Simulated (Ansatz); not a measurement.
A series of calculations on Al₂Cu

**1. Relaxation**

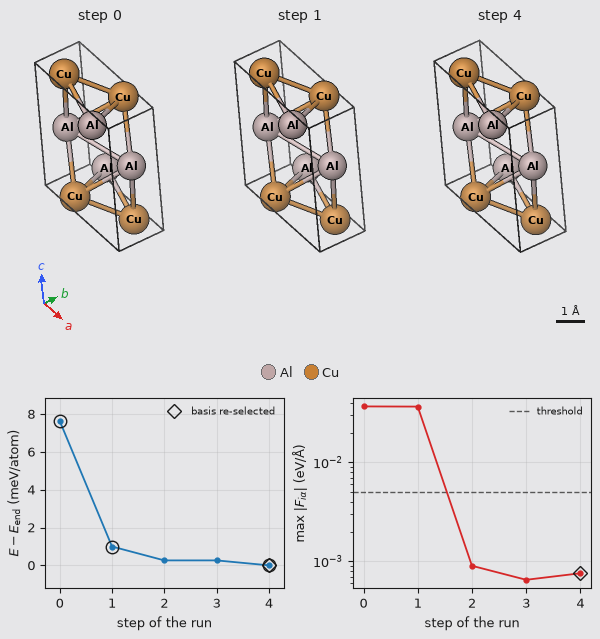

Frames of a relaxation of crystalline Al2Cu (set up in I4/mcm), marked on the history of the run. A ball-and-stick model of the cell of the calculation, seen slightly off an axis.

All numbers below come from Ansatz, DFT PBE, scalar-relativistic, plane waves, PAW. Set-up: plane-wave cutoff 420 eV; k-point mesh 10 × 10 × 10; occupations gaussian; smearing width 0.1 eV; no spin polarisation; cell and atoms relaxed; force threshold 0.005 eV/Å; at most 80 steps.

Question: What happens along the run?

Answer: No atom moves by more than 0.005 Å relative to the cell. The volume changes by +3.9 %, with a = b = c 4.869 → 4.927 Å (+1.2 %), α 104.0° → 104.2°, β 104.0° → 104.2°, γ 121.1° → 120.6°. Some distances before and after: Cu–Cu 2.393 → 2.441 Å, Al–Al 2.851 → 2.899 Å, Al–Cu 2.555 → 2.585 Å, Al–Al 2.691 → 2.717 Å. The space group stays I4/mcm (No. 140). After 3 accepted moves (4 points after the start) the energy has fallen by 7.6 meV per atom. The largest force component goes from 0.037 to 0.00076 eV/Å. The pressure goes from 4.21 to 0.01 GPa. At 1 point the geometry stayed and the basis and grid were re-selected for the new cell (energy shift of 0.3 meV per atom at most each time). From step 0 to 1: volume +2.8 %, energy −6.6 meV per atom. From step 1 to 4: volume +1.0 %, energy −1.0 meV per atom.

**2. Relaxation**

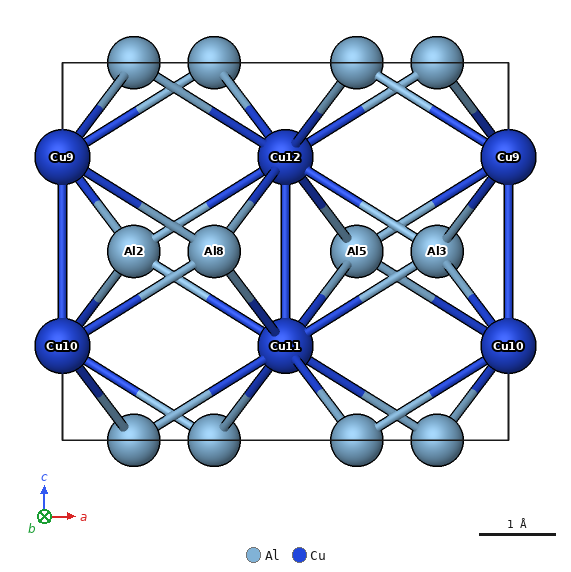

This is the input geometry for a relaxation of crystalline Al₂Cu (set up in I4/mcm). The picture is a ball-and-stick view of the cell of the calculation, seen along the b axis.

Case: biaxial strain in the a-b plane of -3.0 %; c and atoms relaxed.

Computed with Ansatz, DFT PBE, scalar-relativistic, plane waves, PAW.

Input
```yaml
crystal:
  lattice:
    - [5.8709121099, 0.0, 0.0]
    - [0.0, 5.8709121099, 0.0]
    - [0.0, 0.0, 4.9707772984]
  atoms:
    - { symbol: Al, position: [0.1599190316, 0.3400809684, 0.0] }
    - { symbol: Al, position: [0.1599190316, 0.6599190316, 0.5] }
    - { symbol: Al, position: [0.8400809684, 0.3400809684, 0.5] }
    - { symbol: Al, position: [0.8400809684, 0.6599190316, 0.0] }
    - { symbol: Al, position: [0.6599190316, 0.8400809684, 0.5] }
    - { symbol: Al, position: [0.6599190316, 0.1599190316, 0.0] }
    - { symbol: Al, position: [0.3400809684, 0.8400809684, 0.0] }
    - { symbol: Al, position: [0.3400809684, 0.1599190316, 0.5] }
    - { symbol: Cu, position: [0.0, 0.0, 0.75] }
    - { symbol: Cu, position: [0.0, 0.0, 0.25] }
    - { symbol: Cu, position: [0.5, 0.5, 0.25] }
    - { symbol: Cu, position: [0.5, 0.5, 0.75] }
basis:
  ecutwfc: 420
kpoints:
  mp_grid: { grid: [6, 6, 8] }
hamiltonian:
  xc: pbe
scf:
  occupations: { method: gaussian, width: 0.1 }
output:
  forces: true
  stress: true
  eigenvalues: true
relax:
  adjacent_minimum: "off"
  f_tol: 0.008
  max_steps: 40
  cell: { stress_tol: 0.015, fix: [a, b, gamma] }
```

Run as
```bash
ansatz run input.yaml --threads 1 --pin off --max-ram 2560MiB --backend cpu --events-out ev --progress --plain --runs-dir out
```

Predict the outcome.

Answer. The largest moves relative to the cell, 0.014 Å, are those of 8 atoms (Al1, Al2, Al3, Al4 and others). Al4 goes along [−1 1 0]. Cu stays in place. The volume changes by +1.4 %, with a = b unchanged at 5.871 Å, c 4.971 → 5.040 Å (+1.4 %). Among the contacts that change: Cu11–Cu12 2.485 → 2.520 Å, Al1–Al4 2.656 → 2.684 Å, Al1–Cu10 2.532 → 2.537 Å. The space group stays I4/mcm (No. 140). After 4 accepted moves (5 points after the start) the energy has fallen by 13.3 meV per cell of the calculation. Largest force component: 0.036 eV/Å at the start, 0.00011 eV/Å at the end. Pressure: 5.07 GPa at the start and 3.62 GPa at the end. The SCF was repeated once at an unchanged geometry on a basis and grid sized afresh for the cell, which shifted the energy by 1.0 meV per cell of the calculation at most. Cost: 3.4 min on 1 thread of Arm Neoverse V2, with other jobs on the host, peak memory 0.65 GiB.

History of the run:

| step | E − E(0), meV/atom | largest force component, eV/Å | pressure, GPa | volume, Å³/atom | note |
| --- | --- | --- | --- | --- | --- |
| 0 | 0.00 | 0.0364 | 5.07 | 14.278 |  |
| 1 | -0.64 | 0.0141 | 4.52 | 14.352 |  |
| 2 | -0.95 | 0.0060 | 3.32 | 14.517 |  |
| 3 | -1.02 | 0.0003 | 3.67 | 14.470 |  |
| 4 | -1.02 | 0.0000 | 3.62 | 14.476 |  |
| 5 | -1.10 | 0.0001 | 3.62 | 14.476 | same geometry, new basis |

The end point in the same view:

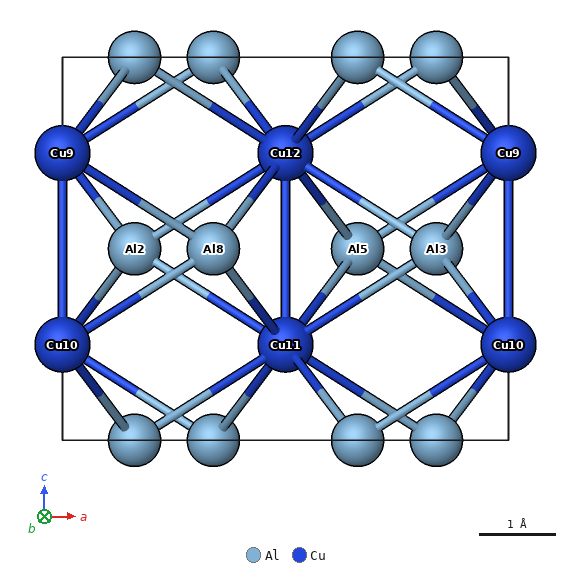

**3. A change**

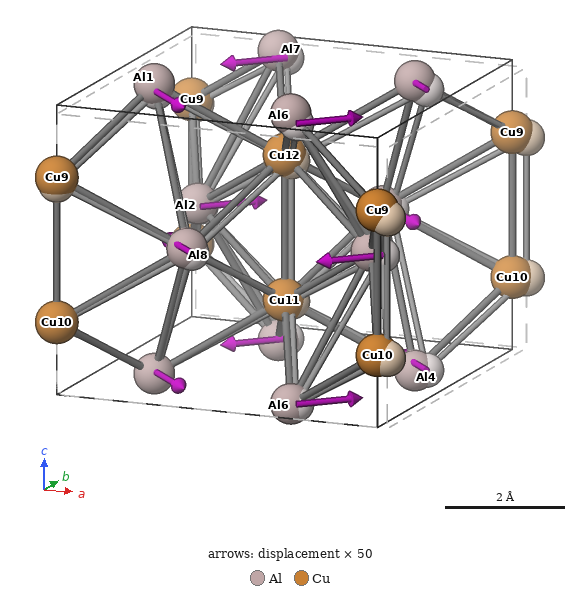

Solid Al$_{2}$Cu (set up in I4/mcm), drawn pale, and a changed version of it, drawn solid. The purple arrows show how the atoms are displaced (without the part that the change of the cell carries along), magnified 50 times. Style: ball-and-stick. Shown: the cell of the calculation, slightly off an axis.

The calculation used Ansatz 0.2.0, DFT PBE, scalar-relativistic, plane waves, PAW. (plane-wave cutoff 420 eV; k-point mesh 6 × 6 × 8; occupations gaussian; smearing width 0.1 eV; no spin polarisation)

> What was done to the structure, and with what result?

Biaxial strain in the a–b plane, −3.0 %, is applied. The c axis and the atoms are relaxed. The energy rises by 18.5 meV per atom. Pressure: 0.1 GPa before, 3.6 GPa after. The principal stresses (compression positive) are 0.0 GPa along c and 5.4 GPa across it. The volume changes by −2.9 %, with a = b 6.052 → 5.871 Å (−3.0 %), c 4.883 → 5.040 Å (+3.2 %). The largest moves relative to the cell, 0.024 Å, are those of Al atoms. Cu stays in place. Near-neighbour distances before and after: Cu–Cu 2.441 → 2.520 Å, Al–Cu 2.585 → 2.537 Å, Al–Al 2.717 → 2.684 Å, Al–Al 2.899 → 2.916 Å. The space group stays I4/mcm (No. 140).
